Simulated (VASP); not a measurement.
# What a change does: band-structure calculation on LiCl

System: LiCl (P6₃mc, 4 atoms in the cell).
Method of the first run: DFT, PBE, plane waves, PAW (VASP 6.6.1).

The structure was built on a prototype by a generator. The geometry comes from this level: r2SCAN (a point of a series of strains). 

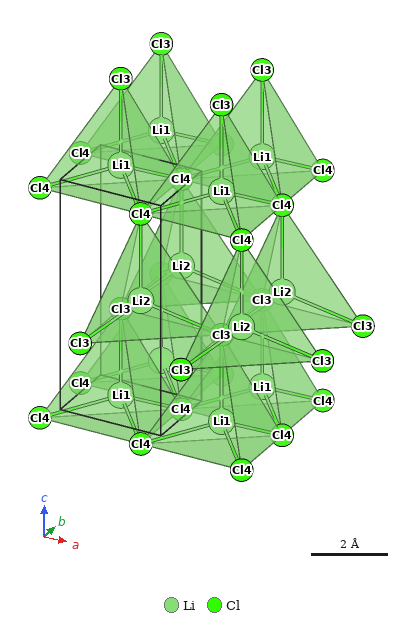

The input geometry (polyhedral view of the cell of the calculation, repeated 2 × 2 × 1, seen slightly off an axis; polyhedra are completed across the faces of the cell; atoms are numbered from 1 in the order of the input). An atom can appear more than once, as a periodic image.

### INCAR, the first run
```
ENCUT = 520.000000
SIGMA = 0.020000
EDIFF = 1.00e-07
GGA = PE
PREC = Accurate
IBRION = -1
ISIF = 2
ISMEAR = -1
NBANDS = 18
NELM = 120
NSW = 0
LASPH = .TRUE.
LCHARG = .FALSE.
LWAVE = .FALSE.
LREAL = .FALSE.
```

### KPOINTS, the first run
```
KPOINTS created by Atomic Simulation Environment
0
Gamma
12 12 4
0 0 0
```

### KPOINTS_OPT, the first run
```
special points
6
Reciprocal
0.0000000000 0.0000000000 0.0000000000 1
0.5000000000 0.0000000000 0.0000000000 1
0.3333333333 0.3333333333 0.0000000000 1
0.0000000000 0.0000000000 0.5000000000 1
0.5000000000 0.0000000000 0.5000000000 1
0.3333333333 0.3333333333 0.5000000000 1
```

### POSCAR, the first run
```
Li Cl
 1.0000000000000000
     3.8552422432764977    0.0000000000288675    0.0000000000000000
    -1.9276211216632488    3.3387377204059203    0.0000000000000000
     0.0000000000000000    0.0000000000000000    6.2889062287000002
 Li  Cl
   2   2
Cartesian
 -0.0000000000166668  2.2258251469469021 -0.0057530420382375
  1.9276211216299148  1.1129125734878849  3.1387000723117624
 -0.0000000000166668  2.2258251469469021  2.3640928778007368
  1.9276211216299148  1.1129125734878849  5.5085459921507374
```

Launched with:
```bash
mpirun -np 1 vasp_std
```

Hardware: 1 CPU thread, shared host.

### OSZICAR and lines of OUTCAR (the first run)
```
N       E                     dE             d eps       ncg     rms          rms(c)
DAV:   1     0.130503638332E+03    0.13050E+03   -0.88960E+03  2052   0.107E+03
DAV:   2     0.167601499350E+00   -0.13034E+03   -0.12438E+03  2554   0.235E+02
DAV:   3    -0.146174840150E+02   -0.14785E+02   -0.14715E+02  3556   0.674E+01
DAV:   4    -0.150602440022E+02   -0.44276E+00   -0.44107E+00  3028   0.133E+01
DAV:   5    -0.150863263312E+02   -0.26082E-01   -0.26076E-01  3196   0.264E+00    0.328E+00
DAV:   6    -0.148337643296E+02    0.25256E+00   -0.44131E-01  2472   0.308E+00    0.247E+00
DAV:   7    -0.148379235560E+02   -0.41592E-02   -0.15159E-01  2658   0.179E+00    0.149E+00
[...]
       N       E                     dE             ncg
DAV:   1     0.128609735180E+04   -0.35415E+04      216
DAV:   2     0.513001141850E+03   -0.77310E+03      252
DAV:   3     0.422261295205E+03   -0.90740E+02      368
DAV:   4     0.419195929754E+03   -0.30654E+01      324
DAV:   5     0.419003573276E+03   -0.19236E+00      330
DAV:   6     0.419001830242E+03   -0.17430E-02      294
DAV:   7     0.419001758617E+03   -0.71625E-04      338
DAV:   8     0.419001758067E+03   -0.55044E-06      302
DAV:   9     0.419001758049E+03   -0.18054E-07      250
[... from OUTCAR:]
   NELECT =      20.0000    total number of electrons
 E-fermi :  -0.6423
  free  energy   TOTEN  =       -14.8621266972 eV
  energy  without entropy=      -14.8621266972  energy(sigma->0) =      -14.86212670
```

For the second run the input was changed thus:
```diff
-SIGMA = 0.020000
+SIGMA = 0.010000
-GGA = PE
+ALGO = Normal
+METAGGA = R2SCAN
-ISMEAR = -1
+ISMEAR = 0
-LCHARG = .FALSE.
+LCHARG = .TRUE.
+LELF = .TRUE.
```

How does the second run compare with the first run?

The total energies belong to different methods, so their difference says nothing on which is more stable or more accurate. The gap on the mesh goes from 6.11 to 6.83 eV. The pressure goes from 0.88 to 0.07 GPa. The functional changes from PBE to R2SCAN. The SCF takes 19 iterations against 14.

### OSZICAR and lines of OUTCAR (the second run)
```
N       E                     dE             d eps       ncg     rms          rms(c)
DAV:   1     0.119975609445E+03    0.11998E+03   -0.91352E+03  2052   0.110E+03
DAV:   2    -0.133434075290E+02   -0.13332E+03   -0.12720E+03  2562   0.242E+02
DAV:   3    -0.288647392923E+02   -0.15521E+02   -0.15442E+02  3570   0.697E+01
DAV:   4    -0.293260554114E+02   -0.46132E+00   -0.45927E+00  2978   0.139E+01
DAV:   5    -0.293552957741E+02   -0.29240E-01   -0.29232E-01  3210   0.287E+00    0.345E+00
DAV:   6    -0.251583010915E+02    0.41970E+01   -0.82657E-01  2588   0.657E+00    0.343E+00
DAV:   7    -0.251534751422E+02    0.48259E-02   -0.21763E-01  2678   0.272E+00    0.178E+00
[...]
       N       E                     dE             ncg
DAV:   1     0.123199003065E+04   -0.35957E+04      216
DAV:   2     0.422116465199E+03   -0.80987E+03      252
DAV:   3     0.327283744369E+03   -0.94833E+02      368
DAV:   4     0.324216892876E+03   -0.30669E+01      318
DAV:   5     0.324034948407E+03   -0.18194E+00      338
DAV:   6     0.324033211236E+03   -0.17372E-02      300
DAV:   7     0.324033140427E+03   -0.70809E-04      344
DAV:   8     0.324033139881E+03   -0.54561E-06      292
DAV:   9     0.324033139865E+03   -0.16281E-07      268
[... from OUTCAR:]
   NELECT =      20.0000    total number of electrons
 E-fermi :  -1.3676
  free  energy   TOTEN  =       -25.1727462697 eV
  energy  without entropy=      -25.1727462697  energy(sigma->0) =      -25.17274627
```

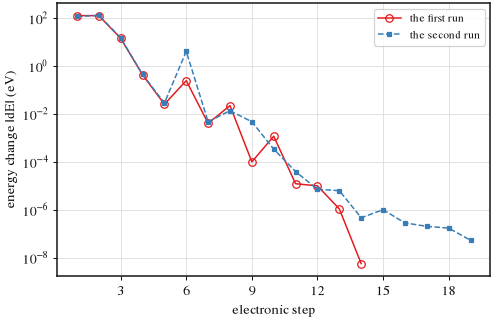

Convergence of the two runs: energy change |dE| against the electronic step. The first run takes 14 steps in all, and the second run takes 19.

### The two runs side by side

| quantity | the first run | the second run |
| --- | --- | --- |
| outcome | converged | converged |
| free energy per atom (eV) | −3.7155 | −6.2932 |
| gap on the mesh (eV) | 6.11 | 6.83 |
| pressure (GPa) | 0.88 | 0.07 |
| largest force (eV/Å) | 0.000 | 0.000 |
| SCF iterations | 14 | 19 |
| irreducible k-points | 57 | 57 |
